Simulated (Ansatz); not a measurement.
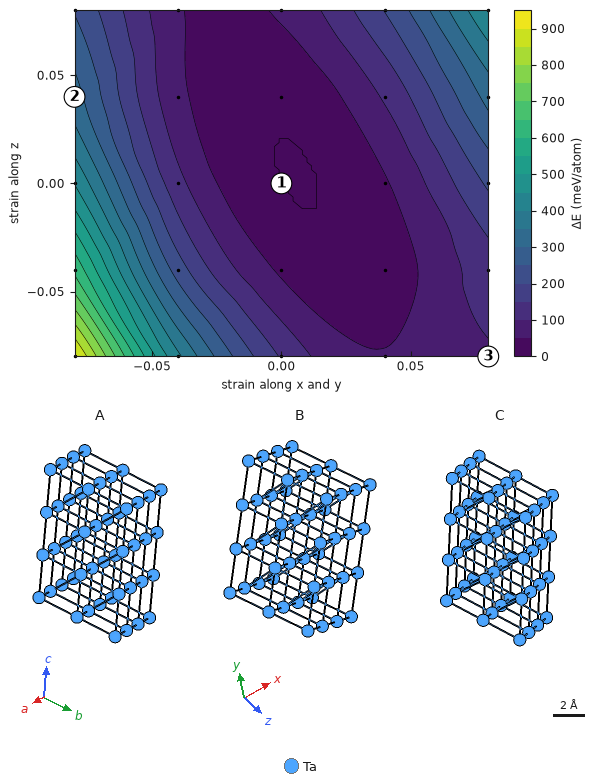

A scan of crystalline Ta (Im-3m): the cell is strained equally along x and y and separately along z, with the atoms kept at their fractional coordinates. x, y and z are the Cartesian axes of the input. The map is interpolated between the computed points (dots). The frames are shuffled; each belongs to one numbered point. A ball-and-stick model of the cell of the calculation, repeated 3 × 2 × 3 with one cell outlined, seen slightly off an axis.

Theory: Ansatz, DFT PBE, scalar-relativistic, plane waves, PAW. Set-up: plane-wave cutoff 420 eV; k-point mesh 20 × 20 × 20; occupations gaussian; smearing width 0.15 eV; no spin polarisation. Energies (free energies at the smearing named) are counted from the cell as listed in its source, which wasn't relaxed.

Which frame belongs to which numbered point?

Answer. Point 1 is frame A, at (0.000, 0.000) and 0 meV/atom; 2 is frame C, at (−0.080, 0.040) and 321 meV/atom; 3 is frame B, at (0.080, −0.080) and 92 meV/atom. In pairs of (strain along x and y; strain along z): the lowest computed point lies at (0.000, 0.000) (0 meV/atom), the highest at (−0.080, −0.080) (911 meV/atom). The valley is tilted: raising the in-plane strain is made harder by raising the strain along z (cross term 0.67 of the geometric mean of the two curvatures). Over the ranges scanned the energy rises more along the first axis, the in-plane strain. The pressure runs from −27.7 GPa at (0.080, 0.080) to 84.1 GPa at (−0.080, −0.080).
